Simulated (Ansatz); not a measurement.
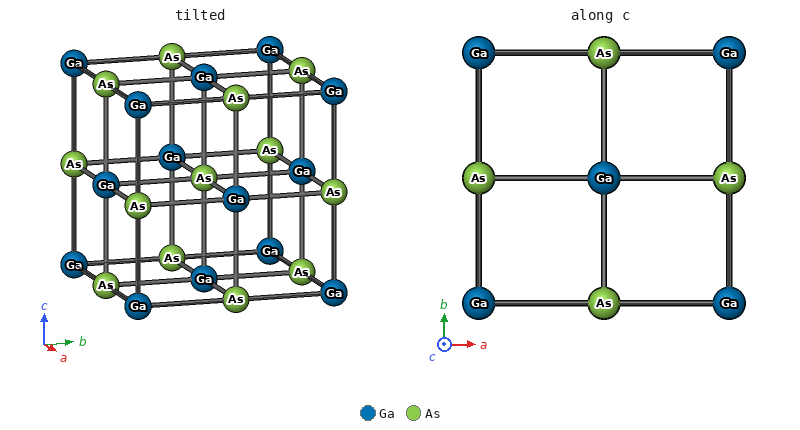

Ball-and-stick drawing of the structure, looking slightly off an axis and along the c axis. The frame is the conventional unit cell; atoms at its boundary are shown with their periodic copies.

GaAs, space group Fm-3m (No. 225), a = 5.33 Å, b = 5.33 Å, c = 5.33 Å, α = 90.00°, β = 90.00°, γ = 90.00°.

Method used: Ansatz, DFT, HSE06, plane waves, PAW. It ran with a cutoff energy of 420 eV, k-points about 0.51 Å⁻¹ apart, Fermi-Dirac smearing of 0.02 eV, no spin polarisation.

> Is it conducting or gapped at this level?

A metal: bands cross the Fermi level.

> What pressure does the calculation give for this cell?

The computed pressure is 0.8 GPa (compressed: it would expand).

The cell started as a structure type filled with these elements by a generator (whether the compound takes this form wasn't checked). Earlier steps of the study may have refined or changed the cell and positions. It was run through Ansatz as a DFT input.
